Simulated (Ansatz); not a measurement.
**AlN: density, localisation and related maps**

Input file:

```
crystal:
  lattice:
    - [0.0307724523, 2.0092635354, 2.0092635354]
    - [2.0092635354, 0.0307724523, 2.0092635354]
    - [2.0092635354, 2.0092635354, 0.0307724523]
  atoms:
    - { symbol: Al, position: [0.0, 0.0, 0.0] }
    - { symbol: "N", position: [0.5, 0.5, 0.5] }
kpoints:
  mp_grid: { grid: [8, 8, 8] }
  band_path:
    path:
      - [0.0, 0.0, 0.0]
      - [0.5, 0.0, 0.5]
      - [0.625, 0.25, 0.625]
      - [0.375, 0.375, 0.75]
      - [0.5, 0.5, 0.5]
      - [0.5, 0.25, 0.75]
      - [0.0, 0.5, 0.5]
    npoints: 1
hamiltonian:
  xc: hse06
scf:
  occupations: { method: fixed }
  n_extra_bands: 4
output:
  forces: true
  stress: true
  eigenvalues: true
  write_density: true
  write_potential: true
  elf: true
  volumetric_format: npy
```

Below, planes, directions and counts refer to the conventional cell (a = 2.80 Å, b = 2.80 Å, c = 7.01 Å, α = 90.00°, β = 90.00°, γ = 120.00°).

Space group R-3m; started from the rocksalt prototype, which need not be the ambient phase; changed on purpose from its base cell (epitaxial 111 strain -2.0%); computed pressure about 10 GPa in this cell.

Theory: Ansatz 0.2.0, DFT, HSE06, plane waves, PAW.

Core electrons are frozen (PAW), and the valence fields are smoothed inside the atomic spheres.

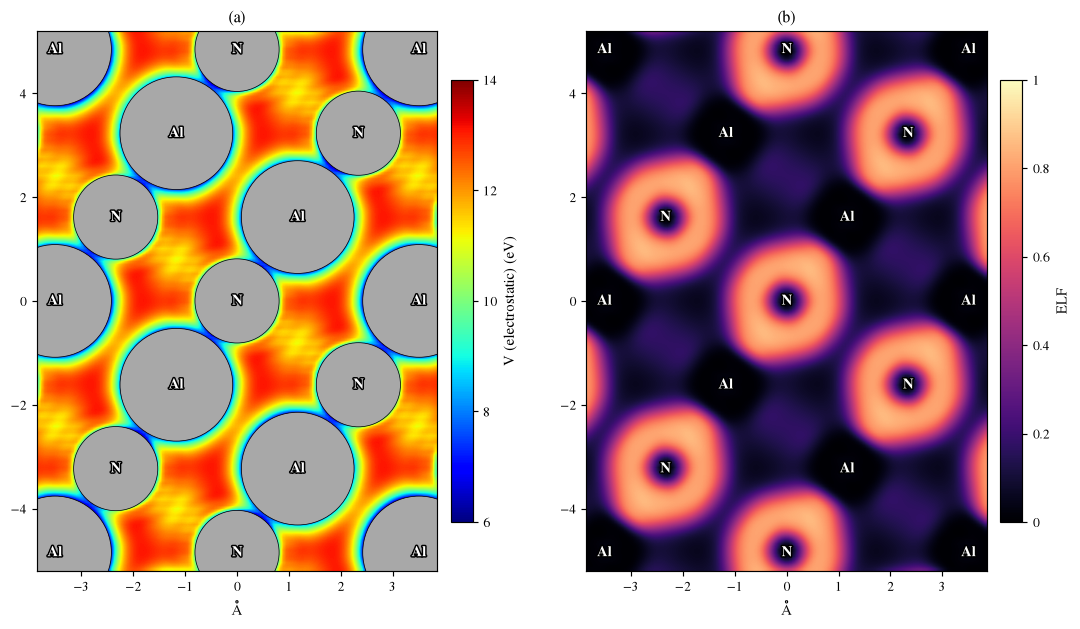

Figure 1. (a) electrostatic potential (local pseudopotential plus Hartree) felt by an electron; (b) ELF on the (110) plane of the conventional cell. Grey discs cover the atomic cores in the potential map.

Question: Interpret the plot.

Answer: Atoms in the plane: Al and N. Al–N (1.99 Å): the ELF peaks at about 0.85 in the valence shell of N, 0.7 Å from its nucleus, and is about 0.80 at the midpoint. Outside the cores the potential energy rises away from the atoms and is highest about 1.2 Å from the nearest atoms; its zero is arbitrary.

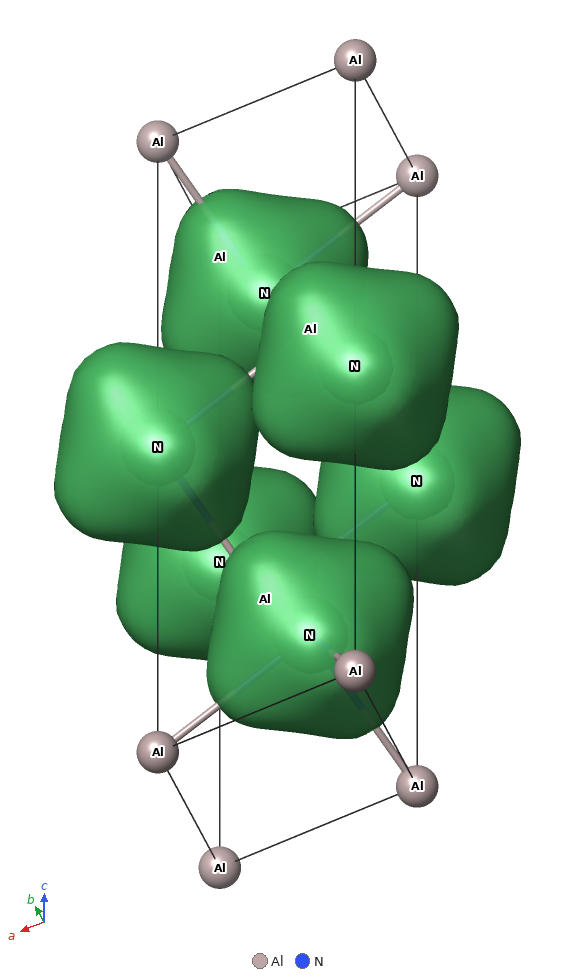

Figure 2. Isosurface of the ELF at 0.6 (green), seen at an oblique angle. Core shells and regions of very low density are left out. Sticks mark near contacts.

Question: Identify the bonds, lone pairs and shells in this picture.

Answer: At this value the surface marks out three regions on N in which the atom's valence shell and bonds are merged, counted in one cell of 6 atoms. Any copies at cell faces, edges or corners count once.

Question: Does the calculation make it a metal, or give it a gap?

Answer: It is gapped, with a Kohn–Sham gap of 6.1 eV on the k-point mesh (the band edges may lie off the mesh, which would make the gap smaller).
